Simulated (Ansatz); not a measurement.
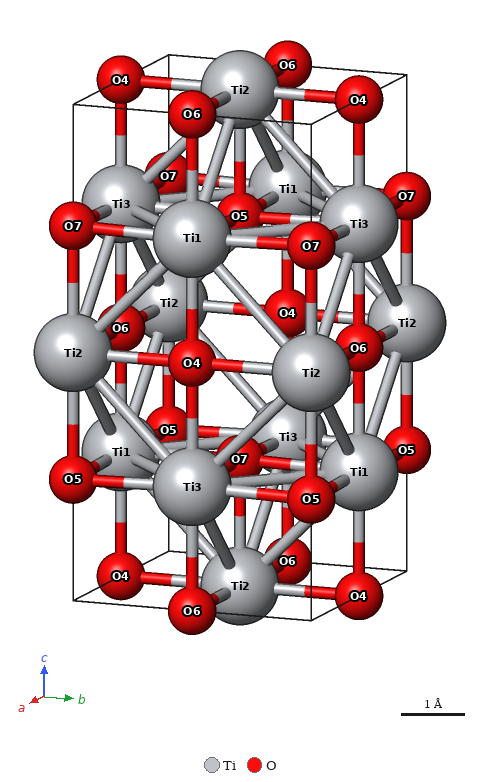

Figure 1. The structure (ball-and-stick view of the cell 2 times as large as that of the calculation, set on its symmetry axes, seen slightly off an axis; atoms are numbered from 1 in the order of the input).

## Band-structure calculation of Ti$_{3}$O$_{4}$

System: Ti$_{3}$O$_{4}$ (7 atoms in the cell).
Method: DFT r2SCAN, scalar-relativistic, plane waves, PAW, no spin polarisation (Ansatz 0.2.0).

The structure derives from a Materials Project entry. Figures and captions count atoms from 1; the log counts them from 0 in places.

Input file
```yaml
crystal:
  lattice:
    - [-2.0622025767, 2.0622025767, 4.0790312498]
    - [2.0622025767, -2.0622025767, 4.0790312498]
    - [2.0622025767, 2.0622025767, -4.0790312498]
  atoms:
    - { symbol: Ti, position: [0.25, 0.75, 0.5] }
    - { symbol: Ti, position: [0.5, 0.5, 0.0] }
    - { symbol: Ti, position: [0.75, 0.25, 0.5] }
    - { symbol: O, position: [0.0, 0.5, 0.5] }
    - { symbol: O, position: [0.2444122992, 0.2444122992, 0.0] }
    - { symbol: O, position: [0.5, 0.0, 0.5] }
    - { symbol: O, position: [0.7555877008, 0.7555877008, 0.0] }
basis:
  ecutwfc: 500
  ecutrho_ratio: 4
kpoints:
  mp_grid: { grid: [12, 12, 12] }
  band_path:
    path:
      - [[0.0, 0.0, 0.0], [0.0, 0.0, 0.5], [0.25, 0.25, 0.25], [0.0, 0.5, 0.0], [0.0, 0.0, 0.0], [0.5, 0.5, -0.5], [0.3138982, 0.6861018, -0.3138982]]
      - [[-0.3138982, 0.3138982, 0.3138982], [0.0, 0.0, 0.0]]
      - [[0.0, 0.0, 0.5], [-0.12779639, 0.12779639, 0.5]]
      - [[0.5, 0.5, -0.12779639], [0.5, 0.5, -0.5]]
    npoints: 14
hamiltonian:
  xc: r2scan
scf:
  occupations: { method: gaussian, width: 0.05 }
  n_extra_bands: 23
output:
  forces: true
  stress: true
  eigenvalues: true
  populations: true
  dos: { projected: true, de: 0.02, nscf_kmesh: { grid: [18, 18, 18] } }
  bader: true
```

Hardware: 4 threads of Intel Xeon @ 2.70GHz, 189 GiB of memory available, shared host.

Launched with:
```bash
ansatz run input.yaml --threads 4 --pin off --max-ram 10240MiB --backend cpu --events-out ev --progress --plain --runs-dir out
```

Log
```
scf.n_extra_bands = 23 over 30 filled bands (N_el = 60.0): the run solves 53 bands
Engine: ansatz 0.2.0, x86_64-unknown-linux-gnu
Pseudopotentials: kind: paw
Pseudopotential: Ti, paw, valence charge 12, recommended cutoff 500 eV (meta_gga), Ti.paw.azcp
Pseudopotential: O, paw, valence charge 6, recommended cutoff 500 eV (meta_gga), O.paw.azcp
Functional definition: r2SCAN
  parameter k0 = 0.174
  parameter k1 = 0.065
  parameter a1 = 4.9479
  exchange = r2scan_x(k0 = k0, k1 = k1, a1 = a1)
  correlation = r2scan_c
Crystal: 7 atoms, lattice volume = 69.387 Å³
Basis set: ecut = 500 eV, 1775 PW (Γ), exchange–correlation on 160×160×160 points (64 copies of the dense FFT grid, shifted against one another)
Bands: 53, of which v1, the nominal top of the filled ones, is band 30 counted from 1 (29 counted from 0)
Symmetry: 16 space group operations
Space group: I4/mmm (ITA 139), of the structure as read, at distance tolerance 4.1e-5 Å
k-points: 163 of 1728
Non-local potential: Ti, projectors of the file, l = 0: 3, l = 1: 2, l = 2: 3, l = 3: 1
Non-local potential: O, projectors of the file, l = 0: 2, l = 1: 2, l = 2: 1
PAW form: soft (Blöchl's): semilocal exchange-correlation on the pseudo side does not see the compensation charge
PAW frozen core: Ti, regenerated for the run's functional (the file was generated under x = pbe(κ = 0.804, μ = 0.2195149727645171), c = pbe(β = 0.06672455060314922))
PAW frozen core: O, regenerated for the run's functional (the file was generated under x = pbe(κ = 0.804, μ = 0.2195149727645171), c = pbe(β = 0.06672455060314922))
PAW one-centre angular grid: Ti, 590 points (default); XC on 160 Gauss nodes
PAW one-centre angular grid: O, 302 points (default); XC on 160 Gauss nodes
Initial density: superposition of atomic densities (neutral atoms: chi_scale 0, normalization atom), corrected by the library's trained network
Initial wavefunctions: pseudopotential atomic-orbital guess
Functional: x = r2scan, c = r2scan; τ floored in thin density (d = 2e-4 eV/Å³)
SCF iter   1: F=—  HF=-9798.015109 eV  |F-HF|=—  |Δ(HF+E_count)|=         —  Δρ=2.19e-2  dr2=3.61e-1  dr2_τ=3.83e-1  ethr=1.77e-3  ⟨swp⟩=5.3  Hψ=35369  notcnv=0  defer=750
preconditioner: auto → LDOS  [metal: Δε(μ)=0.013 eV  Ē_g=16.154 eV  σ=0.050 eV  W_gap=0.14  n_scr=22 (ndim 8)  ℏωp=26.7 eV  f_vac=0.021  D(μ)=2.79/eV (n_scr^D=22)  β→1.0]
SCF iter   2: F=—  HF=-9798.268098 eV  |F-HF|=—  |Δ(HF+E_count)|=   2.53e-1  Δρ=1.41e-2  dr2=1.04e-1  dr2_τ=2.32e-2  ethr=6.02e-4  ⟨swp⟩=2.5  Hψ=14215  notcnv=0  defer=2503
SCF iter   3: F=—  HF=-9798.247230 eV  |F-HF|=—  |Δ(HF+E_count)|=   2.09e-2  Δρ=3.82e-3  dr2=9.16e-3  dr2_τ=1.17e-3  ethr=1.73e-4  ⟨swp⟩=2.0  Hψ=9991  notcnv=0  defer=2503
SCF iter   4: F=—  HF=-9798.245680 eV  |F-HF|=—  |Δ(HF+E_count)|=   1.55e-3  Δρ=7.12e-4  dr2=2.84e-4  dr2_τ=5.07e-5  ethr=1.53e-5  ⟨swp⟩=2.0  Hψ=11419  notcnv=0  defer=2490
SCF iter   5: F=—  HF=-9798.245636 eV  |F-HF|=—  |Δ(HF+E_count)|=   4.42e-5  Δρ=1.13e-4  dr2=5.85e-6  dr2_τ=8.27e-7  ethr=4.74e-7  ⟨swp⟩=2.3  Hψ=10760  notcnv=0  defer=2490
SCF iter   6: F=—  HF=-9798.245638 eV  |F-HF|=—  |Δ(HF+E_count)|=   2.55e-6  Δρ=2.40e-5  dr2=4.26e-7  dr2_τ=1.18e-8  ethr=9.75e-9  ⟨swp⟩=2.0  Hψ=8506  notcnv=0  defer=2490
SCF iter   7: F=-9798.245638 eV  HF=-9798.245638 eV  |F-HF|=6.86e-10  |Δ(HF+E_count)|=   1.01e-7  Δρ=3.11e-6  dr2=3.31e-9  dr2_τ=2.44e-9  ethr=1.67e-10  ⟨swp⟩=10.5  Hψ=42952  notcnv=0
SCF 1 converged in 7 iterations: F = -9798.245638 eV  dr2 = 3.31e-9
  greatest PAW one-centre occupation: 1.002 electrons in one spin orbital (limit 2), on the Ti atom at site 2 (counted from 0), in its partial waves of l = 1
NSCF: frozen V_eff on 130 k-points
NSCF: frozen V_eff on 480 k-points
SCF converged after 7 iterations
Free energy (F): -9798.245638 eV
Harris-Foulkes:  -9798.245638 eV  (|F-HF|=6.86e-10)
Internal energy: -9798.242467 eV  (E = F + TS)
E sigma→0 (E₀):  -9798.244053 eV
Entropy (-TS):   -0.003171 eV (-0.453 meV/atom)
Fermi energy:    14.971190 eV
--- Per-component energies (eV) ---
  E_band       = -454.659593
  E_kinetic    = 1535.343896
  E_local      = -3506.484906  (includes V_loc(G=0)·N_el)
  E_nonlocal   = 209.731716
  E_hartree    = 1384.335023
  E_xc         = -578.085333
  E_vxc        = -828.304899  (∫ρ·V_xc dr)
  E_paw        = -3810.381854  (= ΣΔE_a)
  E_vpaw       = -687.777531  (= ΣTr[D̂ρ^β])
  E_aug_tail   = 0.004294  (compensation charges beyond the density's cutoff)
  E_vtau       = 54.158894  (kinetic-family band-sum trace: ∫τ·v_τ [+ j·A + Jᵃ·Aᵃ] dr)
  E_ewald      = -5031.817168
  E_core_change = -0.888135  (= ΣΔE_core)
  E_smearing   = -0.003171  (= −TS)
  E_closure    = 0.000000  (closes the sum)
  Σ components = -9798.245638   (vs F -9798.245638, Δ=0.00e0)
--- Forces (eV/Å), atoms counted from 1 ---
  atom   1  Ti    -0.00000000     0.00000000    -0.00000000
  atom   2  Ti     0.00000000     0.00000000    -0.00000000
  atom   3  Ti     0.00000000    -0.00000000     0.00000000
  atom   4  O     -0.00000000    -0.00000000     0.00000000
  atom   5  O      0.00000000    -0.00000000     0.00001513
  atom   6  O      0.00000000     0.00000000     0.00000000
  atom   7  O     -0.00000000    -0.00000000    -0.00001513
  max |Σ_I F_I| component: 2.17e-18 eV/Å
--- Stress (GPa, compression-positive) ---
        0.000237       0.000000       0.000000
        0.000000       0.000237      -0.000000
        0.000000      -0.000000      -0.001244
  P = ⅓ Tr σ = -0.0003 GPa (-0.003 kbar)
--- Band table (eV; the first three rows and the last of 163) ---
  k-point 0: bands = ["-45.7696", "-45.6564", "-45.5373", "-21.1793", "-21.1512", "-21.1512", "-21.0117", "-20.9602", "-20.9602", "-20.7427", "-20.7427", "-20.6112", "-8.0522", "-7.3204", "-6.7632", "-5.9784", "7.5227", "7.5986", "7.5986", "7.6870", "8.1992", "8.1992", "8.2184", "9.0682", "9.0682", "10.3505", "10.6532", "10.6532", "12.1554", "14.3121", "14.3121", "15.4426", "15.4590", "15.4590", "15.8440", "16.2319", "16.6394", "16.6394", "16.9362", "17.1235", "17.3760", "18.0577", "18.7948", "18.8693", "25.2945", "26.7764", "26.8448", "26.8448", "28.3411", "28.3411", "28.4536", "29.5298", "30.1302"]
  k-point 1: bands = ["-45.7654", "-45.6594", "-45.5383", "-21.2099", "-21.1314", "-21.1243", "-21.0605", "-20.9709", "-20.9179", "-20.7723", "-20.7371", "-20.6089", "-7.9810", "-7.2767", "-6.7272", "-5.9655", "7.3314", "7.4952", "7.6072", "7.7184", "7.7717", "8.2064", "8.5542", "8.7385", "8.9094", "10.2682", "10.4079", "10.5620", "12.4735", "14.3623", "14.3797", "15.4808", "15.4838", "15.6127", "16.1596", "16.3607", "16.6213", "16.6342", "17.0591", "17.1593", "17.5066", "18.1430", "18.8912", "19.1042", "25.4363", "26.1878", "26.9573", "27.0556", "27.7710", "28.1786", "28.7420", "29.6563", "29.9282"]
  k-point 2: bands = ["-45.7538", "-45.6674", "-45.5412", "-21.2669", "-21.1293", "-21.1014", "-21.0502", "-21.0115", "-20.8654", "-20.8402", "-20.7229", "-20.6050", "-7.7828", "-7.1565", "-6.6289", "-5.9302", "6.8702", "7.1793", "7.4123", "7.6447", "7.7481", "7.9953", "8.1786", "8.5107", "8.6613", "9.8795", "10.0388", "10.4280", "13.2110", "14.5161", "14.5725", "15.6177", "15.6736", "15.9204", "16.5841", "16.6107", "16.6494", "16.8892", "16.9246", "17.7318", "17.8525", "18.3301", "19.1421", "19.7763", "25.2174", "25.8161", "26.4901", "27.1251", "27.2521", "28.0635", "28.8976", "29.7143", "30.0344"]
  k-point 162: bands = ["-45.7472", "-45.6573", "-45.5595", "-21.2261", "-21.2261", "-21.0973", "-20.9533", "-20.8203", "-20.8203", "-20.8063", "-20.8063", "-20.7646", "-7.6715", "-7.5504", "-6.4489", "-6.4456", "7.0818", "7.3218", "7.3218", "7.6167", "9.0189", "9.0189", "9.2489", "9.3868", "9.3868", "9.6592", "10.2004", "10.2004", "12.4746", "12.5125", "12.5125", "14.9439", "16.0542", "16.4422", "16.4596", "16.4596", "16.9999", "16.9999", "17.1200", "17.1876", "17.1896", "17.5395", "17.7703", "22.3455", "23.0670", "25.1690", "26.6765", "26.6765", "27.4684", "29.4454", "30.2868", "30.2868", "31.3172"]
--- Löwdin populations: 7 sites ---
  site symbol       q [e]
     0     Ti     10.9748
     1     Ti     10.9886
     2     Ti     10.9748
     3      O      6.7295
     4      O      6.6970
     5      O      6.7295
     6      O      6.6970
  spilling = 0.003480 (of n_electrons = 60.000000)
--- Bader charges: 7 sites ---
  site symbol  charge [e]  shift [e]
     0     Ti      1.8631     0.0008
     1     Ti      1.8269     0.0006
     2     Ti      1.8631     0.0008
     3      O     -1.3489     0.0006
     4      O     -1.4276     0.0005
     5      O     -1.3490     0.0006
     6      O     -1.4276     0.0005
  estimated error of the sums over rays = 4.9e-4 e
```

File populations.tsv
```
# site	symbol	l	j	q
# orbitals = lowdin
# n_electrons = 60.000000
# spilling = 0.003480
0	Ti	0_3S	-	1.909682
0	Ti	0_4S	-	0.428749
0	Ti	1_3P	-	5.987650
0	Ti	2_3D	-	2.648751
1	Ti	0_3S	-	1.910334
1	Ti	0_4S	-	0.428045
1	Ti	1_3P	-	5.988421
1	Ti	2_3D	-	2.661845
2	Ti	0_3S	-	1.909682
2	Ti	0_4S	-	0.428749
2	Ti	1_3P	-	5.987650
2	Ti	2_3D	-	2.648751
3	O	0_2S	-	1.742524
3	O	1_2P	-	4.986973
4	O	0_2S	-	1.721888
4	O	1_2P	-	4.975076
5	O	0_2S	-	1.742524
5	O	1_2P	-	4.986973
6	O	0_2S	-	1.721888
6	O	1_2P	-	4.975076
```

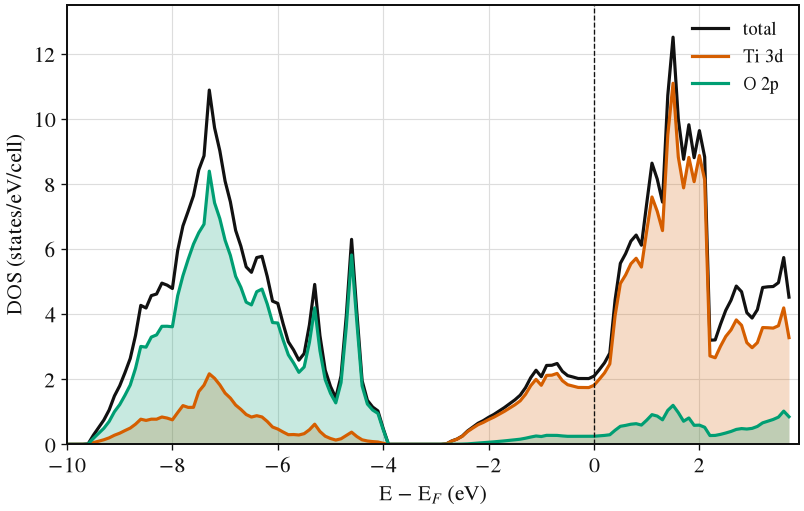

Figure 2. Density of states (projected on Löwdin-orthogonalised atomic shells), with energies from the Fermi level. There are states at the Fermi level: a metal at this level of theory.

Summary

- outcome: converged
- space group (tolerance 0.01 Å): I4/mmm (139)
- electrons treated: 60
- free energy: −9798.2456 eV
- Fermi energy: 14.971 eV
- gap on the k-point mesh: none (metallic)
- pressure: 0.00 GPa
- largest force (length of the vector): under 0.001 eV/Å
- wall time: 89 s (CPU time 5.7 min)
- peak memory: 1.6 GiB
